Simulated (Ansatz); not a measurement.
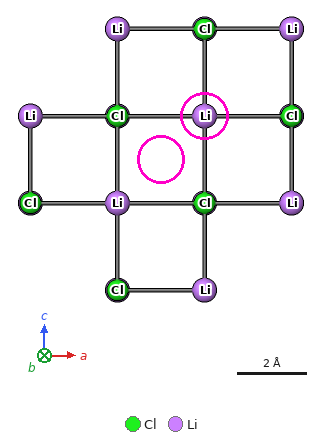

Perfect LiCl. Style: ball-and-stick. Shown: the atoms within 5.4 Å of one point, in a slice 5.0 Å thick across the line of sight, along the b axis.

Theory: DFT, PBEsol, PAW, plane waves (Ansatz 0.2.0). (plane-wave cutoff 420 eV; k-point mesh 1 × 1 × 1; mesh shifted by (0.25, 0.25, 0.25); collinear spin) Fermi-Dirac smearing of 0.01 eV. The axes drawn are those of the host's conventional cell.

A chlorine atom is replaced by lithium and an extra chlorine atom is put between the host's atoms (an interstitial), the two sites 2.2 Å apart at the ringed places, in charge state 0. The supercell has 64 sites, and the atoms are relaxed at the host's cell.

Question: Predict the relaxed surroundings of the defect.

Answer: In the host the Cl atom has 6 Li at 2.53 Å; the Li atom ends with 3 Cl at 2.22 to 2.25 Å, 1 Li at 2.43 Å. The Cl atom starts with 4 Li at 2.19 to 2.20 Å, 4 Cl at 2.19 to 2.20 Å around its place and ends with 6 Li at 2.22 to 2.58 Å. Of the host's atoms, a lithium atom moves furthest from its site, by 1.22 Å. The Li atom itself moves 1.95 Å from where it was put. The Cl atom itself moves 2.15 Å from where it was put. The cell's net moment is 1.00 μB.

The relaxed defect, seen from the same direction:

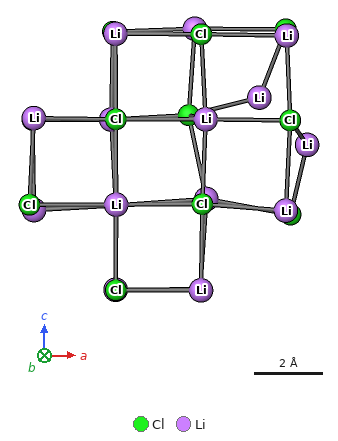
